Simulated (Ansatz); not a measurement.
System: H on a slab of content Ti₂Si₅.

Structure:
```yaml
crystal:
  lattice:
    - [3.51700, 0.00000, 0.00000]
    - [0.00000, 3.55560, 0.00000]
    - [0.00000, 0.00000, 30.35570]
  atoms:
    - { symbol: Si, position: [0.00000, 0.25000, 0.28001] }
    - { symbol: Si, position: [0.50000, 0.75000, 0.28026] }
    - { symbol: Ti, position: [0.50000, 0.25000, 0.34500] }
    - { symbol: Si, position: [0.00000, 0.75000, 0.36369] }
    - { symbol: Si, position: [0.00000, 0.25000, 0.41645] }
    - { symbol: Ti, position: [0.50000, 0.75000, 0.43513] }
    - { symbol: Si, position: [0.50000, 0.25000, 0.50000] }
    - { symbol: Si, position: [0.00000, 0.75000, 0.50042] }
    - { symbol: Ti, position: [0.00000, 0.25000, 0.56477] }
    - { symbol: Si, position: [0.50000, 0.75000, 0.58517] }
    - { symbol: Si, position: [0.50000, 0.25000, 0.64018] }
    - { symbol: Ti, position: [0.00000, 0.75000, 0.65365] }
    - { symbol: Si, position: [0.00000, 0.25000, 0.72141] }
    - { symbol: Si, position: [0.50000, 0.75000, 0.72411] }
```

Computed with Ansatz 0.2.0: adsorption at several starting sites on a slab cut from the named crystal, one adsorbate a surface cell, the lower planes held, the adsorption energy counts from the clean slab and the free, spin-polarised adsorbate, negative where bound, plane waves with PAW datasets, Γ-centred k mesh. Level: PBEsol, no spin polarisation.

crystal formula TiSi2; crystal space group number 63; Miller index h 0; Miller index k 1; Miller index l 0; top plane Si; bottom plane Si; planes 11; surface cell (1, 1); slab thickness as cut 13.36 Å; vacuum 17 Å; surface area 12.51 Å²; wave cutoff 420 eV; k mesh 8×8×1; occupations Gaussian; smearing width 0.1 eV; boundary dipole corrected; adsorbate H.

Sites are named by a rule of distances and placed in fractions of the cell vectors a and b; the slab's top layers relax too; key: 1 = top site at (0.50, 0.75); 2 = hollow site at (0.50, 0.25); 3 = bridge site at (0.75, 0.00).

Describe the result: the adsorption energy of each starting site.

Among these starts the lowest is no. 1, at −2.493 eV; the next, no. 3, is 0.129 eV higher. In rising order: no. 1 (−2.493), no. 3 (−2.364), no. 2 (−1.575), in eV. The height over highest slab atom, in Å, is 1.509 for no. 1, 0.762 for no. 2 and 1.168 for no. 3. The lateral move, in Å, is 0.00 for no. 1, 0.00 for no. 2 and 0.15 for no. 3. The dipole change, in e Å, is 0.049 for no. 1, 0.045 for no. 2 and 0.052 for no. 3.

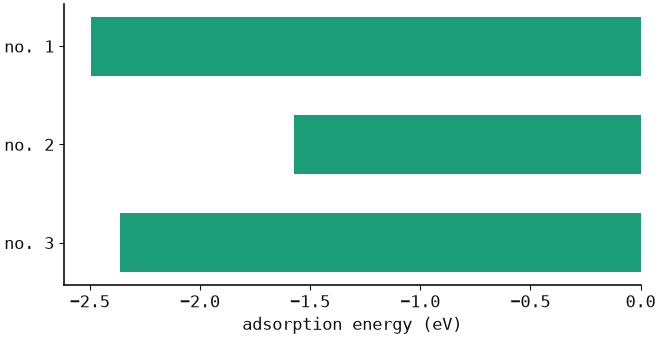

Limits of the calculation: xc potential rough in thin density.
